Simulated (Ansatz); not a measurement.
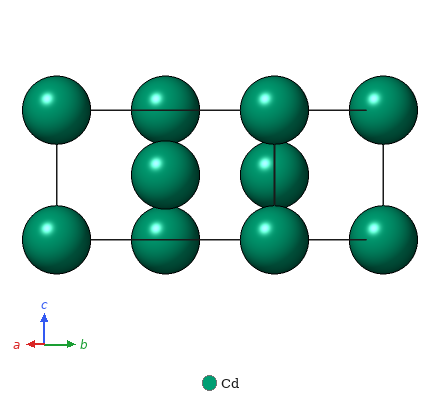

Cd (P6/mmm, No. 191): a calculation's starting geometry; the starting structure was generated, so it need not be a known form of this composition.

```cif
data_structure
_symmetry_space_group_name_H-M 'P 1'
_symmetry_Int_Tables_number 1
_cell_length_a 4.9258
_cell_length_b 4.9258
_cell_length_c 2.9308
_cell_angle_alpha 90.000
_cell_angle_beta 90.000
_cell_angle_gamma 120.000
_cell_volume 61.58
loop_
_atom_site_label
_atom_site_type_symbol
_atom_site_fract_x
_atom_site_fract_y
_atom_site_fract_z
_atom_site_occupancy
Cd1 Cd 0.00000 0.00000 0.00000 1
Cd2 Cd 0.33333 0.66667 0.50000 1
Cd3 Cd 0.66667 0.33333 0.50000 1
```

Q: What will a dark-field STEM-like image along [210] show? Simulated incoherent Z contrast: every atom adds Z^1.7 spread by a probe of 0.69 Å full width; channelling and multiple scattering are left out. The probe carries 25 % of its weight in a tail 2.5 times as wide. The display is stretched by a gamma of 0.8; percentages refer to the linear signal. Shot noise was added.

A: The columns repeat on a rectangular net of 2.46 × 2.93 Å (plane group p2mm). The brightest columns hold 2 Cd per repeat; in falling brightness follow 1 Cd (about 50 %). Brightness is counted from the darkest point of the image. The closest visible columns (Cd and Cd) are 1.47 Å apart in projection. Along the beam the structure repeats every 8.53 Å.

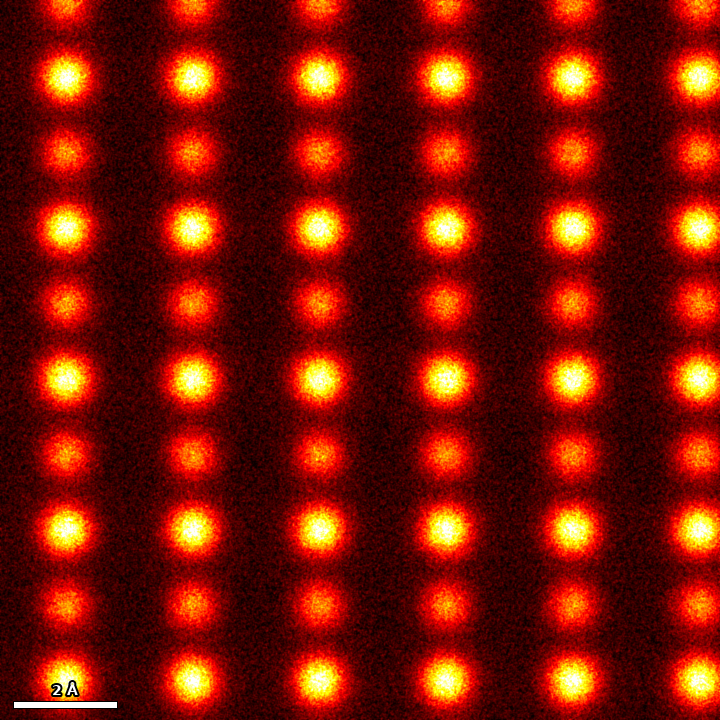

The simulated image.
